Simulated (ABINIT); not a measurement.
# Run report: SiO, geometry relaxation (part 2 of 2)

Continued. System: SiO (F-43m, 2 atoms in the cell). Method: Kohn-Sham DFT of a periodic cell, PBE, SPMS NC PBE v1.0, no spin polarisation (ABINIT 10.8.3); cutoff 1088.46 eV, 7×7×7 k-mesh, fermi-dirac of 0.05 eV. The structure was built on a prototype by a generator; it need not be a known phase.

Geometry of the input (Å; fractional positions):
```
0.0000  2.4336  2.4336
2.4336  0.0000  2.4336
2.4336  2.4336  0.0000
Si 0.7500  0.7500  0.7500
O  0.0000  0.0000  0.0000
```

Output, continued:
```
 Cartesian components of stress tensor (hartree/bohr^3)
  sigma(1 1)=  2.27187276E-06  sigma(3 2)=  0.00000000E+00
  sigma(2 2)=  2.27187276E-06  sigma(3 1)=  0.00000000E+00
  sigma(3 3)=  2.27187276E-06  sigma(2 1)=  0.00000000E+00

--- !ResultsGS
iteration_state: {dtset: 1, itime: 2, icycle: 1, }
comment   : Summary of ground state results
lattice_vectors:
- [  0.0000000,   4.5985285,   4.5985285, ]
- [  4.5985285,   0.0000000,   4.5985285, ]
- [  4.5985285,   4.5985285,   0.0000000, ]
lattice_lengths: [   6.50330,    6.50330,    6.50330, ]
lattice_angles: [ 60.000,  60.000,  60.000, ] # degrees, (23, 13, 12)
lattice_volume:   1.9448524E+02
convergence: {deltae:  2.913E-13, res2:  4.819E-14, residm:  3.235E-07, diffor: null, }
etotal    :  -2.06978644E+01
entropy   :   0.00000000E+00
fermie    :   1.95365962E-01
cartesian_stress_tensor: # hartree/bohr^3
- [  2.27187276E-06,   0.00000000E+00,   0.00000000E+00, ]
- [  0.00000000E+00,   2.27187276E-06,   0.00000000E+00, ]
- [  0.00000000E+00,   0.00000000E+00,   2.27187276E-06, ]
pressure_GPa:  -6.6841E-02
xred      :
- [  7.5000E-01,   7.5000E-01,   7.5000E-01, Si]
- [  0.0000E+00,   0.0000E+00,   0.0000E+00,  O]
cartesian_forces: # hartree/bohr
- [ -0.00000000E+00,  -0.00000000E+00,  -0.00000000E+00, ]
- [ -0.00000000E+00,  -0.00000000E+00,  -0.00000000E+00, ]
force_length_stats: {min:   0.00000000E+00, max:   0.00000000E+00, mean:   0.00000000E+00, }
...

 Integrated electronic density in atomic spheres:
 ------------------------------------------------
 Atom  Sphere_radius  Integrated_density
    1        2.00000          1.54868671
    2        2.00000          6.08594586

---OUTPUT-----------------------------------------------------------------------

 Cartesian coordinates (xcart) [bohr]
  6.89779273499580E+00  6.89779273499580E+00  6.89779273499580E+00
  0.00000000000000E+00  0.00000000000000E+00  0.00000000000000E+00
 Reduced coordinates (xred)
  7.50000000000000E-01  7.50000000000000E-01  7.50000000000000E-01
  0.00000000000000E+00  0.00000000000000E+00  0.00000000000000E+00
 Cartesian forces (fcart) [Ha/bohr]; max,rms= 0.00000E+00 0.00000E+00 (free atoms)
 -0.00000000000000E+00 -0.00000000000000E+00 -0.00000000000000E+00
 -0.00000000000000E+00 -0.00000000000000E+00 -0.00000000000000E+00
 Gradient of E wrt nuclear positions in reduced coordinates (gred)
  0.00000000000000E+00  0.00000000000000E+00  0.00000000000000E+00
  0.00000000000000E+00  0.00000000000000E+00  0.00000000000000E+00
 Scale of Primitive Cell (acell) [bohr]
  6.50330135751311E+00  6.50330135751311E+00  6.50330135751311E+00
 Real space primitive translations (rprimd) [bohr]
  0.00000000000000E+00  4.59852848999720E+00  4.59852848999720E+00
  4.59852848999720E+00  0.00000000000000E+00  4.59852848999720E+00
  4.59852848999720E+00  4.59852848999720E+00  0.00000000000000E+00
 Unitary Cell Volume (ucvol) [Bohr^3]=  1.94485236847102E+02
 Angles (23,13,12)= [degrees]
  6.00000000000000E+01  6.00000000000000E+01  6.00000000000000E+01
 Lengths [Bohr]
  6.50330135751311E+00  6.50330135751311E+00  6.50330135751311E+00
 Stress tensor in cartesian coordinates (strten) [Ha/bohr^3]
  2.27187275798641E-06  0.00000000000000E+00  0.00000000000000E+00
  0.00000000000000E+00  2.27187275798815E-06  0.00000000000000E+00
  0.00000000000000E+00  0.00000000000000E+00  2.27187275798554E-06
 Total energy (etotal) [Ha]= -2.06978644035785E+01

 Difference of energy with previous step (new-old):
           Absolute (Ha)=-1.22478E-07
           Relative     =-5.91744E-09

--- Iteration: ( 3/50) Internal Cycle: (1/1)
--------------------------------------------------------------------------------

---SELF-CONSISTENT-FIELD CONVERGENCE--------------------------------------------

--- !BeginCycle
iteration_state: {dtset: 1, itime: 3, icycle: 1, }
solver: {iscf: 7, nstep: 80, nline: 4, wfoptalg: 0, }
tolerances: {tolvrs: 1.00E-12, }
...

     iter   Etot(hartree)      deltaE(h)  residm     vres2
 ETOT  1  -20.697825451433    -2.070E+01 2.356E-07 2.063E-01
 ETOT  2  -20.697719792018     1.057E-04 3.014E-07 6.752E-01
 ETOT  3  -20.697864334911    -1.445E-04 2.128E-06 1.744E-03
 ETOT  4  -20.697864643017    -3.081E-07 9.145E-08 7.665E-06
 ETOT  5  -20.697864644211    -1.194E-09 1.380E-07 7.791E-08
 ETOT  6  -20.697864644215    -3.990E-12 6.227E-08 3.596E-09
 ETOT  7  -20.697864644214     5.507E-13 9.319E-08 1.834E-10
 ETOT  8  -20.697864644215    -8.882E-13 4.085E-08 6.696E-13

 At SCF step    8       vres2   =  6.70E-13 < tolvrs=  1.00E-12 =>converged.

 Cartesian components of stress tensor (hartree/bohr^3)
  sigma(1 1)=  1.04929205E-08  sigma(3 2)=  0.00000000E+00
  sigma(2 2)=  1.04929205E-08  sigma(3 1)=  0.00000000E+00
  sigma(3 3)=  1.04929205E-08  sigma(2 1)=  0.00000000E+00

--- !ResultsGS
iteration_state: {dtset: 1, itime: 3, icycle: 1, }
comment   : Summary of ground state results
lattice_vectors:
- [  0.0000000,   4.5968366,   4.5968366, ]
- [  4.5968366,   0.0000000,   4.5968366, ]
- [  4.5968366,   4.5968366,   0.0000000, ]
lattice_lengths: [   6.50091,    6.50091,    6.50091, ]
lattice_angles: [ 60.000,  60.000,  60.000, ] # degrees, (23, 13, 12)
lattice_volume:   1.9427065E+02
convergence: {deltae: -8.882E-13, res2:  6.696E-13, residm:  4.085E-08, diffor: null, }
etotal    :  -2.06978646E+01
entropy   :   0.00000000E+00
fermie    :   1.95878196E-01
cartesian_stress_tensor: # hartree/bohr^3
- [  1.04929205E-08,   0.00000000E+00,   0.00000000E+00, ]
- [  0.00000000E+00,   1.04929205E-08,   0.00000000E+00, ]
- [  0.00000000E+00,   0.00000000E+00,   1.04929205E-08, ]
pressure_GPa:  -3.0871E-04
xred      :
- [  7.5000E-01,   7.5000E-01,   7.5000E-01, Si]
- [  0.0000E+00,   0.0000E+00,   0.0000E+00,  O]
cartesian_forces: # hartree/bohr
- [ -0.00000000E+00,  -0.00000000E+00,  -0.00000000E+00, ]
- [ -0.00000000E+00,  -0.00000000E+00,  -0.00000000E+00, ]
force_length_stats: {min:   0.00000000E+00, max:   0.00000000E+00, mean:   0.00000000E+00, }
...

 Integrated electronic density in atomic spheres:
 ------------------------------------------------
 Atom  Sphere_radius  Integrated_density
    1        2.00000          1.54758251
    2        2.00000          6.08514508

---OUTPUT-----------------------------------------------------------------------

 Cartesian coordinates (xcart) [bohr]
  6.89525487577844E+00  6.89525487577844E+00  6.89525487577844E+00
  0.00000000000000E+00  0.00000000000000E+00  0.00000000000000E+00
 Reduced coordinates (xred)
  7.50000000000000E-01  7.50000000000000E-01  7.50000000000000E-01
  0.00000000000000E+00  0.00000000000000E+00  0.00000000000000E+00
 Cartesian forces (fcart) [Ha/bohr]; max,rms= 0.00000E+00 0.00000E+00 (free atoms)
 -0.00000000000000E+00 -0.00000000000000E+00 -0.00000000000000E+00
 -0.00000000000000E+00 -0.00000000000000E+00 -0.00000000000000E+00
 Gradient of E wrt nuclear positions in reduced coordinates (gred)
  0.00000000000000E+00  0.00000000000000E+00  0.00000000000000E+00
  0.00000000000000E+00  0.00000000000000E+00  0.00000000000000E+00
 Scale of Primitive Cell (acell) [bohr]
  6.50090864089672E+00  6.50090864089672E+00  6.50090864089672E+00
 Real space primitive translations (rprimd) [bohr]
  0.00000000000000E+00  4.59683658385229E+00  4.59683658385229E+00
  4.59683658385229E+00  0.00000000000000E+00  4.59683658385229E+00
  4.59683658385229E+00  4.59683658385229E+00  0.00000000000000E+00
 Unitary Cell Volume (ucvol) [Bohr^3]=  1.94270648821341E+02
 Angles (23,13,12)= [degrees]
  6.00000000000000E+01  6.00000000000000E+01  6.00000000000000E+01
 Lengths [Bohr]
  6.50090864089672E+00  6.50090864089672E+00  6.50090864089672E+00
 Stress tensor in cartesian coordinates (strten) [Ha/bohr^3]
  1.04929204734761E-08  0.00000000000000E+00  0.00000000000000E+00
  0.00000000000000E+00  1.04929204734761E-08  0.00000000000000E+00
  0.00000000000000E+00  0.00000000000000E+00  1.04929204734761E-08
 Total energy (etotal) [Ha]= -2.06978646442153E+01

 Difference of energy with previous step (new-old):
           Absolute (Ha)=-2.40637E-07
           Relative     =-1.16262E-08

 At Broyd/MD step   3, gradients are converged :
  max grad (force/stress) = 1.0493E-06 < tolmxf= 2.0000E-05 ha/bohr (free atoms)

================================================================================

 ----iterations are completed or convergence reached----

 Mean square residual over all n,k,spin=   22.697E-11; max=  40.854E-09
 reduced coordinates (array xred) for    2 atoms
       0.750000000000      0.750000000000      0.750000000000
       0.000000000000      0.000000000000      0.000000000000
 rms dE/dt=  0.0000E+00; max dE/dt=  0.0000E+00; dE/dt below (all hartree)
    1       0.000000000000      0.000000000000      0.000000000000
    2       0.000000000000      0.000000000000      0.000000000000

 cartesian coordinates (angstrom) at end:
    1      3.64881174115435     3.64881174115435     3.64881174115435
    2      0.00000000000000     0.00000000000000     0.00000000000000

 cartesian forces (hartree/bohr) at end:
    1     -0.00000000000000    -0.00000000000000    -0.00000000000000
    2     -0.00000000000000    -0.00000000000000    -0.00000000000000
 frms,max,avg= 0.0000000E+00 0.0000000E+00   0.000E+00  0.000E+00  0.000E+00 h/b

 cartesian forces (eV/Angstrom) at end:
    1     -0.00000000000000    -0.00000000000000    -0.00000000000000
    2     -0.00000000000000    -0.00000000000000    -0.00000000000000
 frms,max,avg= 0.0000000E+00 0.0000000E+00   0.000E+00  0.000E+00  0.000E+00 e/A
 length scales=  6.500908640897  6.500908640897  6.500908640897 bohr
              =  3.440132700591  3.440132700591  3.440132700591 angstroms
 Fermi (or HOMO) energy (hartree) =   0.19588   Average Vxc (hartree)=  -0.36295
 Eigenvalues (hartree) for nkpt=  20  k points:
 kpt#   1, nband=  9, wtk=  0.00292, kpt=  0.0000  0.0000  0.0000 (reduced coord)
  -0.57420   -0.02981   -0.00281   -0.00281   -0.00281    0.32812    0.32812    0.32812
   0.57518
      occupation numbers for kpt#   1
   2.00000    2.00000    2.00000    2.00000    2.00000    0.00000    0.00000    0.00000
   0.00000
 prteigrs : prtvol=0 or 1, do not print more k-points.

--- !EnergyTerms
iteration_state     : {dtset: 1, itime: 3, icycle: 1, }
comment             : Components of total free energy in Hartree
kinetic             :  1.21916590664148E+01
hartree             :  5.72149584798088E+00
xc                  : -5.60012553076062E+00
Ewald energy        : -1.50595822455367E+01
psp_core            :  7.95130700563826E-01
local_psp           : -1.69555679568385E+01
non_local_psp       : -1.79057342056620E+00
internal            : -2.06975635387426E+01
'-kT*entropy'       : -3.01105472785203E-04
total_energy        : -2.06978646442153E+01
total_energy_eV     : -5.63217589300778E+02
band_energy         : -1.25817321227328E+00
...

 Cartesian components of stress tensor (hartree/bohr^3)
  sigma(1 1)=  1.04929205E-08  sigma(3 2)=  0.00000000E+00
  sigma(2 2)=  1.04929205E-08  sigma(3 1)=  0.00000000E+00
  sigma(3 3)=  1.04929205E-08  sigma(2 1)=  0.00000000E+00

-Cartesian components of stress tensor (GPa)         [Pressure= -3.0871E-04 GPa]
- sigma(1 1)=  3.08712379E-04  sigma(3 2)=  0.00000000E+00
- sigma(2 2)=  3.08712379E-04  sigma(3 1)=  0.00000000E+00
- sigma(3 3)=  3.08712379E-04  sigma(2 1)=  0.00000000E+00

== END DATASET(S) ==============================================================
================================================================================

 -outvars: echo values of variables after computation  --------
            acell      6.5009086409E+00  6.5009086409E+00  6.5009086409E+00 Bohr
           etotal     -2.0697864644E+01
            fcart     -0.0000000000E+00 -0.0000000000E+00 -0.0000000000E+00
                      -0.0000000000E+00 -0.0000000000E+00 -0.0000000000E+00
            rprim      0.0000000000E+00  7.0710678119E-01  7.0710678119E-01
                       7.0710678119E-01  0.0000000000E+00  7.0710678119E-01
                       7.0710678119E-01  7.0710678119E-01  0.0000000000E+00
           strten      1.0492920473E-08  1.0492920473E-08  1.0492920473E-08
                       0.0000000000E+00  0.0000000000E+00  0.0000000000E+00
           xangst      3.6488117412E+00  3.6488117412E+00  3.6488117412E+00
                       0.0000000000E+00  0.0000000000E+00  0.0000000000E+00
             xred      7.5000000000E-01  7.5000000000E-01  7.5000000000E-01
                       0.0000000000E+00  0.0000000000E+00  0.0000000000E+00
 Calculation completed.
```

Trajectory as extended XYZ (Å, eV, eV/Å), 3 frames, from step=0 to step=2:
```
2
Lattice="0.0000 2.4336 2.4336 2.4336 0.0000 2.4336 2.4336 2.4336 0.0000" Properties=species:S:1:pos:R:3:forces:R:3 step=0 energy=-563.21758
Si    3.6505    3.6505    3.6505    0.0000   0.0000   0.0000
O     0.0000    0.0000    0.0000    0.0000   0.0000   0.0000
2
Lattice="0.0000 2.4334 2.4334 2.4334 0.0000 2.4334 2.4334 2.4334 0.0000" Properties=species:S:1:pos:R:3:forces:R:3 step=1 energy=-563.21758
Si    3.6502    3.6502    3.6502    0.0000   0.0000   0.0000
O     0.0000    0.0000    0.0000    0.0000   0.0000   0.0000
2
Lattice="0.0000 2.4325 2.4325 2.4325 0.0000 2.4325 2.4325 2.4325 0.0000" Properties=species:S:1:pos:R:3:forces:R:3 step=2 energy=-563.21759
Si    3.6488    3.6488    3.6488    0.0000   0.0000   0.0000
O     0.0000    0.0000    0.0000    0.0000   0.0000   0.0000
```

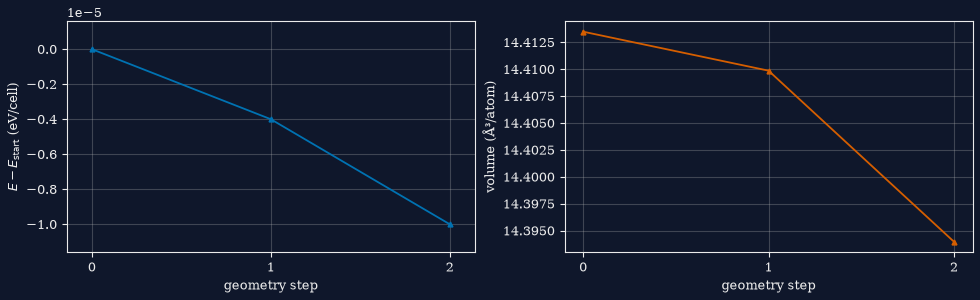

*Progress of the relaxation, step by step (steps are counted from 0).*

The atoms keep their places relative to the cell (all moves are under 0.005 Å). The volume changes by −0.1 %, with a = b = c 4.867 → 4.865 Å (0.0 %). The space group stays F-43m (No. 216). Over 2 geometry steps the energy falls by next to nothing (0.0 meV per cell of the calculation). All forces vanish by symmetry, so only the cell relaxes.

Results in brief:

```csv
quantity,value
outcome,converged
space group (tolerance 0.01 Å),F-43m (216)
electrons treated,10
free energy,−563.2176 eV
Fermi energy,5.330 eV
gap on the k-point mesh,none (metallic)
pressure,0.00 GPa
final volume,28.79 Å³
largest force (length of the vector) at the end,under 0.001 eV/Å
final cell,"a = 3.440 Å, b = 3.440 Å, c = 3.440 Å, α = 60.00°, β = 60.00°, γ = 60.00°"
wall time,46 s
peak memory,0.08 GiB
```
